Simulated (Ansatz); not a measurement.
# Geometry relaxation, with input and output: Al (part 1 of 2)

System: Al (slab, 8 atoms in the cell).
Method: DFT PBEsol, scalar-relativistic, plane waves, PAW, no spin polarisation (Ansatz 0.2.0).

The structure derives from a Materials Project entry. The input holds or restrains some coordinates. Forces given for the steps count only the free coordinates. It belongs to a series of runs on one base structure; here: clean slab, lower half held.

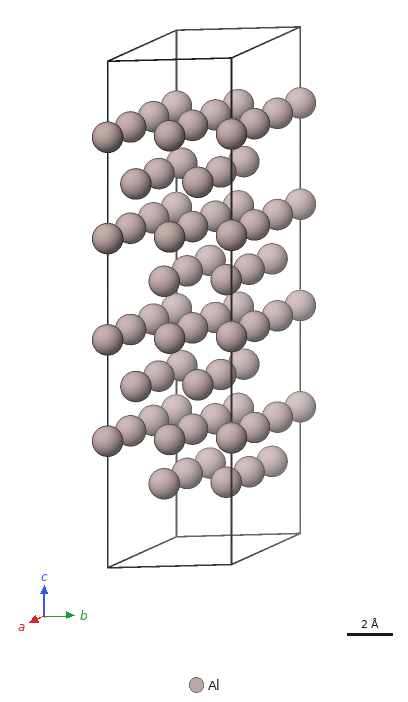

The input geometry (spheres-only view of the 3 × 2 repeat of the cell, with the vacuum cut short, seen slightly off an axis). An atom can appear more than once, as a periodic image.

## Input file
```yaml
crystal:
  lattice:
    - [2.8362844922, 0.0, 0.0]
    - [-1.4181422461, 2.4562944226, 0.0]
    - [0.0, 0.0, 33.3137615421]
  atoms:
    - { symbol: Al, position: [0.3333333333, 0.6666666667, 0.2551498122] }
    - { symbol: Al, position: [0.0, 0.0, 0.3251070087] }
    - { symbol: Al, position: [0.6666666667, 0.3333333333, 0.3950642052] }
    - { symbol: Al, position: [0.0, 0.0, 0.4650214017] }
    - { symbol: Al, position: [0.3333333333, 0.6666666667, 0.5349785983] }
    - { symbol: Al, position: [0.0, 0.0, 0.6049357948] }
    - { symbol: Al, position: [0.6666666667, 0.3333333333, 0.6748929913] }
    - { symbol: Al, position: [0.0, 0.0, 0.7448501878] }
basis:
  ecutwfc: 420
kpoints:
  mp_grid: { grid: [12, 12, 1] }
hamiltonian:
  xc: pbesol
scf:
  occupations: { method: gaussian, width: 0.1 }
output:
  forces: true
  eigenvalues: true
  write_density: true
  write_potential: true
  elf: true
  volumetric_format: npy
relax:
  adjacent_minimum: "off"
  f_tol: 0.03
  max_steps: 70
  constraints: [{ sites: [0, 1, 2, 3] }]
efield:
  axis: 3
  dipole_correction: true
  ramp_width: 0.04
```

Launch command:
```bash
ansatz run input.yaml --threads 2 --pin off --max-ram 5120MiB --backend cpu --events-out ev --progress --plain --runs-dir out
```

## The program's output
```
Engine: ansatz 0.2.0, x86_64-unknown-linux-gnu
Pseudopotentials: kind: paw
Pseudopotential: Al, paw, valence charge 3, recommended cutoff 420 eV (normal), Al.paw.azcp
Functional definition: PBEsol
  exchange = pbesol_x
  correlation = pbesol_c
Crystal: 8 atoms, lattice volume = 232.089 Å³
Basis set: ecut = 420 eV, 4551 PW (Γ), exchange–correlation on 40×40×450 points (8 copies of the dense FFT grid, shifted against one another)
Bands: 20, of which v1, the nominal top of the filled ones, is band 12 counted from 1 (11 counted from 0)
Symmetry: 6 space group operations
Space group: P3m1 (ITA 156), of the structure as read, at distance tolerance 6.1e-5 Å
k-points: 19 of 144 (time reversal used)
Non-local potential: Al, projectors of the file, l = 0: 2, l = 1: 2, l = 2: 1
PAW form: soft (Blöchl's): semilocal exchange-correlation on the pseudo side does not see the compensation charge
PAW frozen core: Al, regenerated for the run's functional, and the local potential with it (the file was generated under x = pbe(κ = 0.804, μ = 0.2195149727645171), c = pbe(β = 0.06672455060314922))
PAW one-centre angular grid: Al, 110 points (default); XC on 64 Gauss nodes
Initial density: superposition of atomic densities (neutral atoms: chi_scale 0, normalization atom), corrected by the library's trained network
Initial wavefunctions: pseudopotential atomic-orbital guess
Functional: x = pbesol(κ = 0.804, μ = 0.12345679012345678), c = pbesol(β = 0.046)
SCF iter   1: F=—  HF=-4195.492426 eV  |F-HF|=—  |Δ(HF+E_count)|=         —  Δρ=1.95e-3  dr2=4.15e-1  ethr=1.77e-3  p=0.000 e·Å  D=2.49e-5 V/Å  ΔV_dip=-0.00 eV  dr2_dipole=1.03e-2  V_vac-E_F(+/−)=4.20/4.20 eV  ⟨swp⟩=11.5  Hψ=2937  notcnv=0
efield: sawtooth ramp at fractional position 0.9800 (placed from the atoms, in the widest stretch of the axis that holds none; the zero of the levels goes with the place), width 0.0400; the density the first Hamiltonian is built on has a dipole p = 0.000 e·Å; the dipole correction subtracts the counter field D = 2.49e-5 V/Å, which shifts the + side's vacuum level by -0.00 eV against the − side's; the planar-averaged density in the ramp window peaks in size at 1.3e-5 e/Å³
preconditioner: auto → LDOS  [metal: Δε(μ)=0.056 eV  Ē_g=6.924 eV  σ=0.100 eV  W_gap=0.31  n_scr=18 (ndim 8)  ℏωp=11.9 eV  f_vac=0.369  D(μ)=2.38/eV (n_scr^D=14)  β→1.0]
SCF iter   2: F=—  HF=-4195.485046 eV  |F-HF|=—  |Δ(HF+E_count)|=   7.38e-3  Δρ=9.62e-4  dr2=1.13e-1  ethr=1.73e-3  p=0.001 e·Å  D=8.74e-4 V/Å  ΔV_dip=-0.03 eV  dr2_dipole=1.48e-4  V_vac-E_F(+/−)=4.16/4.19 eV  ⟨swp⟩=1.4  Hψ=559  notcnv=0  defer=13
SCF iter   3: F=—  HF=-4195.482316 eV  |F-HF|=—  |Δ(HF+E_count)|=   2.73e-3  Δρ=1.27e-4  dr2=4.42e-4  ethr=4.69e-4  p=0.001 e·Å  D=8.50e-4 V/Å  ΔV_dip=-0.03 eV  dr2_dipole=2.43e-6  V_vac-E_F(+/−)=4.19/4.22 eV  ⟨swp⟩=1.3  Hψ=361  notcnv=0  defer=18
SCF iter   4: F=—  HF=-4195.482388 eV  |F-HF|=—  |Δ(HF+E_count)|=   7.17e-5  Δρ=5.40e-5  dr2=6.46e-5  ethr=1.84e-6  p=0.001 e·Å  D=8.57e-4 V/Å  ΔV_dip=-0.03 eV  dr2_dipole=2.84e-7  V_vac-E_F(+/−)=4.20/4.23 eV  ⟨swp⟩=2.2  Hψ=607  notcnv=0  defer=19
iter 5 did not close the SCF: its close was put off for the readings that it lacked (scf_convergence_deferred on its scf_iter line)
SCF iter   5: F=-4195.482377 eV  HF=-4195.482383 eV  |F-HF|=5.15e-6  |Δ(HF+E_count)|=   5.26e-6  Δρ=1.42e-5  dr2=5.91e-6  ethr=2.69e-7  p=0.001 e·Å  D=8.54e-4 V/Å  ΔV_dip=-0.03 eV  dr2_dipole=5.02e-8  V_vac-E_F(+/−)=4.20/4.23 eV  ⟨swp⟩=1.7  Hψ=464  notcnv=0  defer=19
SCF iter   6: F=-4195.482383 eV  HF=-4195.482383 eV  |F-HF|=4.23e-7  |Δ(HF+E_count)|=   5.16e-7  Δρ=3.60e-6  dr2=4.32e-7  ethr=2.46e-8  p=0.001 e·Å  D=8.45e-4 V/Å  ΔV_dip=-0.03 eV  dr2_dipole=6.53e-8  V_vac-E_F(+/−)=4.20/4.23 eV  ⟨swp⟩=22.5  Hψ=3811  notcnv=0
SCF 1 converged in 6 iterations: F = -4195.482383 eV  dr2 = 4.32e-7
  greatest PAW one-centre occupation: 0.467 electrons in one spin orbital (limit 2), on the Al atom at site 7 (counted from 0), in its partial waves of l = 0
relax step   1: F+E_penalty+E_count = -4195.48238261 eV  Δ(F+E_penalty+E_count) = +0.000e0 eV  max|allowed force component| = 1.236e-1 eV/Å  Δτ_max = 0.0000 Å  (6 SCF iters, dr2 threshold 2.25e-5 eV, accepted)
Initial density: handed on by an earlier stage of this run
Initial wavefunctions: those handed on with the density
iter 1 solved again at ethr=3.02e-4 eV; its pass at ethr=3.10e-3 eV (dr2=7.25e-2 eV) is discarded
SCF iter   1: F=—  HF=-4195.488817 eV  |F-HF|=—  |Δ(HF+E_count)|=         —  Δρ=9.68e-4  dr2=6.09e-2  ethr=3.02e-4  p=0.001 e·Å  D=8.45e-4 V/Å  ΔV_dip=-0.03 eV  dr2_dipole=1.89e-2  V_vac-E_F(+/−)=4.19/4.22 eV  ⟨swp⟩=1.2  Hψ=1454  notcnv=0  defer=36
efield: sawtooth ramp at fractional position 0.9800 (handed on by an earlier solve), width 0.0400; the density the first Hamiltonian is built on has a dipole p = 0.001 e·Å; the dipole correction subtracts the counter field D = 8.45e-4 V/Å, which shifts the + side's vacuum level by -0.03 eV against the − side's; the planar-averaged density in the ramp window peaks in size at 2.0e-7 e/Å³
preconditioner: auto → LDOS  [insulator: Δε(μ)=0.158 eV  Ē_g=6.900 eV  σ=0.100 eV  W_gap=0.74  n_scr=18 (ndim 8)  ℏωp=11.9 eV  f_vac=0.367  D(μ)=1.78/eV (n_scr^D=12)  ε∞_Penn≈4.0  β→1.0]
SCF iter   2: F=—  HF=-4195.487575 eV  |F-HF|=—  |Δ(HF+E_count)|=   1.24e-3  Δρ=7.01e-4  dr2=4.51e-2  ethr=2.54e-4  p=-0.000 e·Å  D=-2.96e-4 V/Å  ΔV_dip=0.01 eV  dr2_dipole=1.37e-2  V_vac-E_F(+/−)=4.24/4.23 eV  ⟨swp⟩=2.1  Hψ=435  notcnv=0  defer=36
SCF iter   3: F=—  HF=-4195.486131 eV  |F-HF|=—  |Δ(HF+E_count)|=   1.44e-3  Δρ=8.88e-5  dr2=2.45e-4  ethr=1.88e-4  p=0.001 e·Å  D=9.84e-4 V/Å  ΔV_dip=-0.03 eV  dr2_dipole=9.94e-5  V_vac-E_F(+/−)=4.20/4.23 eV  ⟨swp⟩=1.4  Hψ=369  notcnv=0  defer=36
SCF iter   4: F=—  HF=-4195.485891 eV  |F-HF|=—  |Δ(HF+E_count)|=   2.40e-4  Δρ=4.82e-5  dr2=9.62e-5  ethr=1.02e-6  p=0.002 e·Å  D=1.30e-3 V/Å  ΔV_dip=-0.04 eV  dr2_dipole=5.10e-5  V_vac-E_F(+/−)=4.19/4.23 eV  ⟨swp⟩=2.3  Hψ=625  notcnv=0  defer=36
SCF iter   5: F=—  HF=-4195.485885 eV  |F-HF|=—  |Δ(HF+E_count)|=   5.71e-6  Δρ=2.06e-5  dr2=9.64e-6  ethr=4.01e-7  p=0.002 e·Å  D=1.23e-3 V/Å  ΔV_dip=-0.04 eV  dr2_dipole=2.51e-6  V_vac-E_F(+/−)=4.19/4.23 eV  ⟨swp⟩=1.1  Hψ=355  notcnv=0  defer=36
iter 6 did not close the SCF: its close was put off until two iterations running show no level that it waits for move by more than its bar (scf_convergence_deferred on its scf_iter line)
SCF iter   6: F=-4195.485885 eV  HF=-4195.485885 eV  |F-HF|=2.78e-7  |Δ(HF+E_count)|=   5.04e-7  Δρ=3.15e-6  dr2=2.88e-7  ethr=3.98e-9  p=0.002 e·Å  D=1.19e-3 V/Å  ΔV_dip=-0.04 eV  dr2_dipole=3.79e-8  V_vac-E_F(+/−)=4.19/4.23 eV  ⟨swp⟩=21.3  Hψ=3860  notcnv=0
SCF iter   7: F=-4195.485885 eV  HF=-4195.485885 eV  |F-HF|=3.65e-8  |Δ(HF+E_count)|=   2.59e-9  Δρ=1.48e-6  dr2=4.30e-8  ethr=1.20e-9  p=0.002 e·Å  D=1.19e-3 V/Å  ΔV_dip=-0.04 eV  dr2_dipole=6.76e-9  V_vac-E_F(+/−)=4.19/4.23 eV  ⟨swp⟩=9.7  Hψ=2553  notcnv=0
SCF 2 converged in 7 iterations: F = -4195.485885 eV  dr2 = 4.30e-8
relax step   2: F+E_penalty+E_count = -4195.48588479 eV  Δ(F+E_penalty+E_count) = -3.502e-3 eV  max|allowed force component| = 3.223e-2 eV/Å  Δτ_max = 0.0572 Å  (7 SCF iters, dr2 threshold 9.55e-7 eV, accepted)
SCF iter   1: F=—  HF=-4195.486254 eV  |F-HF|=—  |Δ(HF+E_count)|=         —  Δρ=1.73e-4  dr2=1.61e-3  ethr=6.70e-5  p=0.002 e·Å  D=1.19e-3 V/Å  ΔV_dip=-0.04 eV  dr2_dipole=4.51e-4  V_vac-E_F(+/−)=4.19/4.23 eV  ⟨swp⟩=2.9  Hψ=961  notcnv=0  defer=34
efield: sawtooth ramp at fractional position 0.9800 (handed on by an earlier solve), width 0.0400; the density the first Hamiltonian is built on has a dipole p = 0.002 e·Å; the dipole correction subtracts the counter field D = 1.19e-3 V/Å, which shifts the + side's vacuum level by -0.04 eV against the − side's; the planar-averaged density in the ramp window peaks in size at 2.9e-7 e/Å³
preconditioner: auto → LDOS  [insulator: Δε(μ)=0.131 eV  Ē_g=6.903 eV  σ=0.100 eV  W_gap=0.65  n_scr=18 (ndim 8)  ℏωp=11.9 eV  f_vac=0.368  D(μ)=2.08/eV (n_scr^D=12)  ε∞_Penn≈4.0  β→1.0]
SCF iter   2: F=—  HF=-4195.486197 eV  |F-HF|=—  |Δ(HF+E_count)|=   5.69e-5  Δρ=1.06e-4  dr2=3.37e-4  ethr=6.72e-6  p=0.002 e·Å  D=1.29e-3 V/Å  ΔV_dip=-0.04 eV  dr2_dipole=4.51e-5  V_vac-E_F(+/−)=4.19/4.23 eV  ⟨swp⟩=1.4  Hψ=569  notcnv=0  defer=31
SCF iter   3: F=—  HF=-4195.486166 eV  |F-HF|=—  |Δ(HF+E_count)|=   3.02e-5  Δρ=1.57e-5  dr2=2.54e-6  ethr=1.40e-6  p=0.001 e·Å  D=1.13e-3 V/Å  ΔV_dip=-0.04 eV  dr2_dipole=4.25e-8  V_vac-E_F(+/−)=4.19/4.23 eV  ⟨swp⟩=2.3  Hψ=500  notcnv=0  defer=31
SCF iter   4: F=—  HF=-4195.486094 eV  |F-HF|=—  |Δ(HF+E_count)|=   7.19e-5  Δρ=5.23e-6  dr2=3.80e-7  ethr=1.06e-8  p=0.001 e·Å  D=1.14e-3 V/Å  ΔV_dip=-0.04 eV  dr2_dipole=2.31e-8  V_vac-E_F(+/−)=4.19/4.23 eV  ⟨swp⟩=2.7  Hψ=666  notcnv=0  defer=31
iter 5 did not close the SCF: its close was put off until two iterations running show no level that it waits for move by more than its bar (scf_convergence_deferred on its scf_iter line)
SCF iter   5: F=-4195.486095 eV  HF=-4195.486095 eV  |F-HF|=8.47e-9  |Δ(HF+E_count)|=   6.90e-8  Δρ=1.39e-6  dr2=2.42e-8  ethr=4.17e-10  p=0.001 e·Å  D=1.13e-3 V/Å  ΔV_dip=-0.04 eV  dr2_dipole=1.63e-10  V_vac-E_F(+/−)=4.19/4.23 eV  ⟨swp⟩=17.9  Hψ=3177  notcnv=0
iter 6 did not close the SCF: its close was put off until two iterations running show no level that it waits for move by more than its bar (scf_convergence_deferred on its scf_iter line)
SCF iter   6: F=-4195.486095 eV  HF=-4195.486095 eV  |F-HF|=4.52e-10  |Δ(HF+E_count)|=   1.04e-8  Δρ=3.13e-7  dr2=1.16e-9  ethr=1.01e-10  p=0.001 e·Å  D=1.13e-3 V/Å  ΔV_dip=-0.04 eV  dr2_dipole=4.40e-10  V_vac-E_F(+/−)=4.19/4.23 eV  ⟨swp⟩=8.9  Hψ=2372  notcnv=0
SCF iter   7: F=-4195.486095 eV  HF=-4195.486095 eV  |F-HF|=1.68e-10  |Δ(HF+E_count)|=  9.50e-10  Δρ=6.28e-8  dr2=1.28e-10  ethr=4.85e-12  p=0.001 e·Å  D=1.13e-3 V/Å  ΔV_dip=-0.04 eV  dr2_dipole=7.54e-11  V_vac-E_F(+/−)=4.19/4.23 eV  ⟨swp⟩=7.3  Hψ=2026  notcnv=0
SCF 3 converged in 7 iterations: F = -4195.486095 eV  dr2 = 1.28e-10
relax step   3: F+E_penalty+E_count = -4195.48609457 eV  Δ(F+E_penalty+E_count) = -2.098e-4 eV  max|allowed force component| = 2.455e-3 eV/Å  Δτ_max = 0.0063 Å  (7 SCF iters, accepted)
```

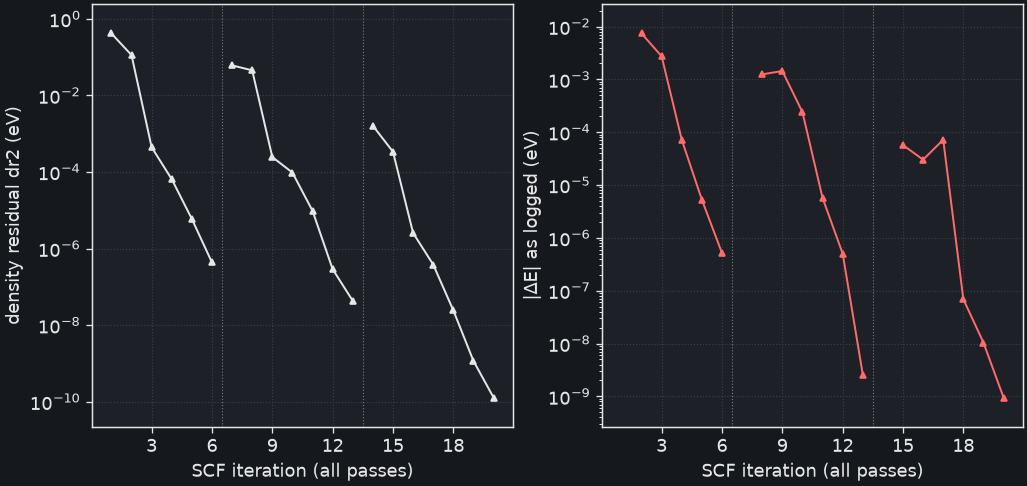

Convergence of the self-consistent field: density residual dr2 and size of the energy change against the SCF iteration. The dotted lines part the SCF passes of the relaxation: geometry steps, rejected trials and re-solves on a re-selected basis. The passes take 6, 7 and 7 iterations.

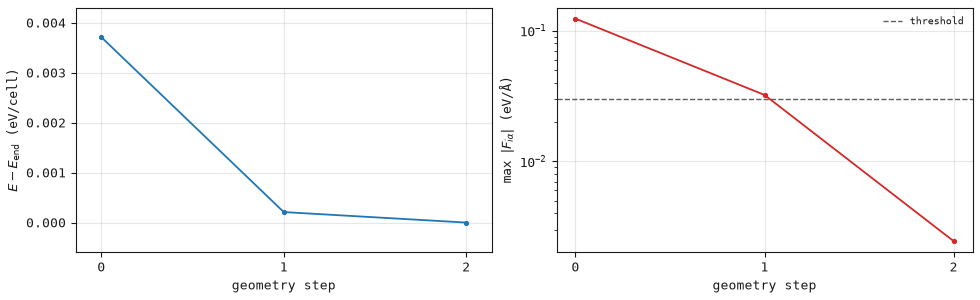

Progress of the restrained relaxation, step by step (the first geometry is step 0 here and step 1 in the log).

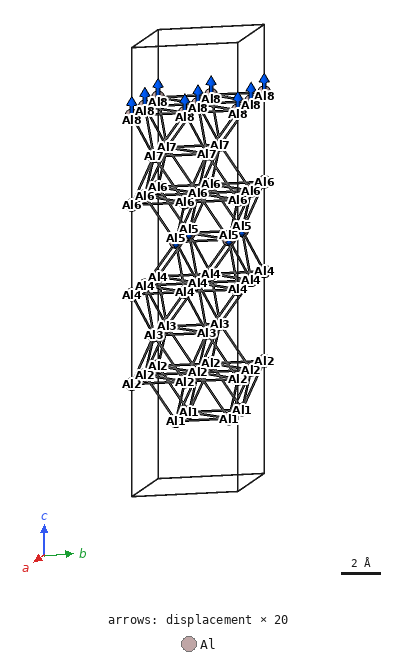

The starting structure with the displacements as blue arrows, magnified 20 times (ball-and-stick view of the 2 × 2 repeat of the cell, with the vacuum cut short, seen slightly off an axis). Over 2 geometry steps the energy falls by 3.7 meV per cell of the calculation. The largest force component goes from 0.12 to 0.0025 eV/Å. The atom that moves furthest is Al8 (0.052 Å). The cell doesn't change. Distances before and after: Al7–Al8 2.848 → 2.887 Å, Al4–Al5 2.848 → 2.833 Å, Al5–Al6 2.848 → 2.857 Å. (Atoms are counted from 1 in the order of the input.)
